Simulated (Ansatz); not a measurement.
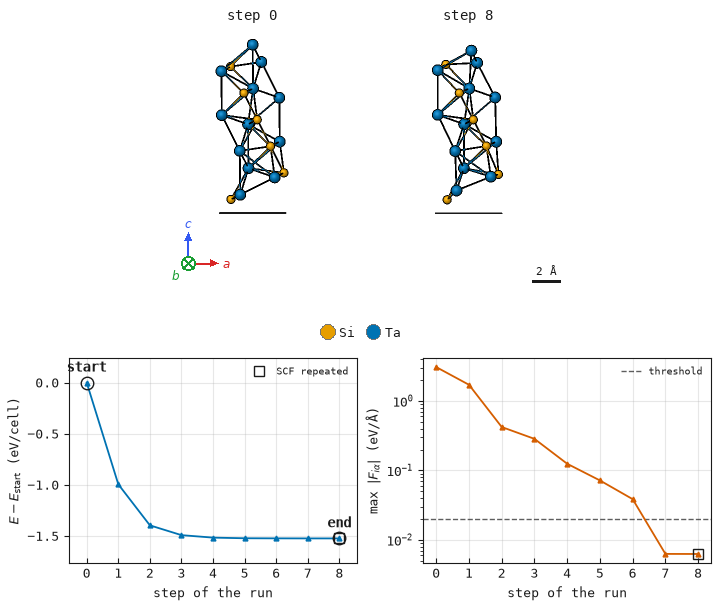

First and last geometry of a relaxation of a slab of composition Ta₂Si (cut from the I4/mcm phase), with the history of the run. A ball-and-stick model of the cell of the calculation, outlined in the plane, without the vacuum (origin shifted), seen along the b axis.

The slab is the (1 0 1) face of Ta2Si.

All numbers below come from DFT PBEsol, scalar-relativistic, plane waves, PAW (Ansatz 0.2.0).

Input
```yaml
crystal:
  lattice:
    - [5.0179442176, 0.0, 0.0]
    - [1.2654370604, 4.8557628873, 0.0]
    - [0.0, 0.0, 26.3456033429]
  atoms:
    - { symbol: Si, position: [0.6979085772, 0.6979085772, 0.2846774812] }
    - { symbol: Ta, position: [0.836760246, 0.1628926344, 0.2975290985] }
    - { symbol: Ta, position: [0.3576626264, 0.031530238, 0.345741973] }
    - { symbol: Si, position: [0.4965142953, 0.4965142953, 0.3585935904] }
    - { symbol: Ta, position: [0.9614983525, 0.6353659641, 0.3714452077] }
    - { symbol: Ta, position: [0.8301359561, 0.1562683445, 0.4196580822] }
    - { symbol: Si, position: [0.2951200134, 0.2951200134, 0.4325096995] }
    - { symbol: Ta, position: [0.4339716822, 0.7601040706, 0.4453613169] }
    - { symbol: Ta, position: [0.9548740627, 0.6287416743, 0.4935741913] }
    - { symbol: Si, position: [0.0937257315, 0.0937257315, 0.5064258087] }
    - { symbol: Ta, position: [0.5587097887, 0.2325774003, 0.519277426] }
    - { symbol: Ta, position: [0.4273473924, 0.7534797808, 0.5674903005] }
    - { symbol: Si, position: [0.8923314496, 0.8923314496, 0.5803419178] }
    - { symbol: Ta, position: [0.0311831184, 0.3573155068, 0.5931935352] }
    - { symbol: Ta, position: [0.5520854989, 0.2259531105, 0.6414064096] }
    - { symbol: Si, position: [0.6909371677, 0.6909371677, 0.654258027] }
    - { symbol: Ta, position: [0.1559212249, 0.8297888365, 0.6671096444] }
    - { symbol: Ta, position: [0.0245588286, 0.350691217, 0.7153225188] }
basis:
  ecutwfc: 420
kpoints:
  mp_grid: { grid: [7, 7, 1] }
hamiltonian:
  xc: pbesol
scf:
  occupations: { method: gaussian, width: 0.1 }
output:
  forces: true
  eigenvalues: true
  write_density: true
  write_potential: true
  elf: true
  volumetric_format: npy
relax:
  adjacent_minimum: "off"
  f_tol: 0.02
  max_steps: 60
efield:
  axis: 3
  dipole_correction: true
  ramp_width: 0.04
```

Command:
```bash
ansatz run input.yaml --threads 4 --pin off --max-ram 9216MiB --backend cpu --events-out ev --progress --plain --runs-dir out
```

Question: What do the curves and the structures tell?

Answer: It converged. The atom that moves furthest relative to the layer's centre is Ta18 (0.48 Å at 24° to the normal (−c side)). Largest moves by element: Ta 0.48 Å, Si 0.19 Å. The lattice vectors keep their values. Some distances before and after: Ta14–Ta18 3.218 → 2.782 Å, Ta15–Ta18 3.218 → 2.791 Å, Ta2–Ta6 3.218 → 2.896 Å, Ta2–Ta5 3.218 → 2.914 Å. Among the angles between lasting bonds that change: Ta15–Ta18–Si16 96.6° → 113.4°, Ta15–Ta18–Ta15 101.8° → 118.1°, Ta17–Ta18–Ta17 120.9° → 136.7°. The energy falls by 1.523 eV per cell of the calculation in 7 accepted moves (8 points after the start). Largest force component: 3.1 eV/Å at the start, 0.0063 eV/Å at the end. 1 step only repeated the SCF at the same geometry.
